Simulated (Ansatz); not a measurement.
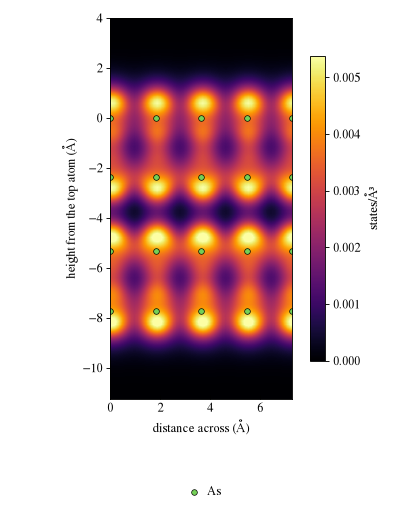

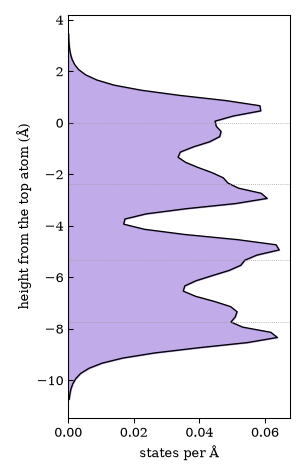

Density of all states between −0.70 and −0.35 eV (zero: the Fermi level) of As(010) (Cmce bulk, 4 atomic planes (those closer than 0.6 Å count as one), 8 Å): side view, averaged along the second cell vector, and the full density summed over planes, the part near the nuclei included (dotted lines mark the atomic planes).

The first picture shows the smooth PAW orbitals' density alone; the shares below count all of it.

Computed with DFT LDA, scalar-relativistic, plane waves, PAW in Ansatz. Cutoff 420 eV, 16 × 13 k-points, Gaussian smearing 0.1 eV, dipole correction. The slab is a cut without reconstruction beyond its cell, at the source's lattice constants, with its lower half held fixed and the rest relaxed. No spin polarisation. The run warns that the functional's potential is rough in the thin density of the vacuum, where the tip is; weak contrasts and barriers may feel it.

```cif
data_structure
_symmetry_space_group_name_H-M 'P 1'
_symmetry_Int_Tables_number 1
_cell_length_a 3.6500
_cell_length_b 4.4700
_cell_length_c 27.9200
_cell_angle_alpha 90.000
_cell_angle_beta 90.000
_cell_angle_gamma 90.000
_cell_volume 455.53
loop_
_atom_site_label
_atom_site_type_symbol
_atom_site_fract_x
_atom_site_fract_y
_atom_site_fract_z
_atom_site_occupancy
As1 As 0.50000 0.94000 0.35817 1
As2 As 0.00000 0.56000 0.35817 1
As3 As 0.50000 0.06000 0.44484 1
As4 As 0.00000 0.44000 0.44484 1
As5 As 0.00000 0.93697 0.54977 1
As6 As 0.50000 0.56303 0.54977 1
As7 As 0.00000 0.06319 0.63546 1
As8 As 0.50000 0.43681 0.63546 1
```

The last single point, restarted from the relaxation's density, took 11 min on 1 thread of Arm Neoverse N1, with other jobs on the host, peak memory 1.4 GiB.

Q: Where in the slab do these states sit?

A: The window holds 0.48 states per cell. Shares by plane (space cut midway between planes), top to bottom: As (2 atoms) 25 %, As (2 atoms) 23 %, As (2 atoms) 25 %, As (2 atoms) 27 %; the outer planes' shares include the vacuum, and density in a gap between layers is shared out between the planes on either side. The states spread through the slab.
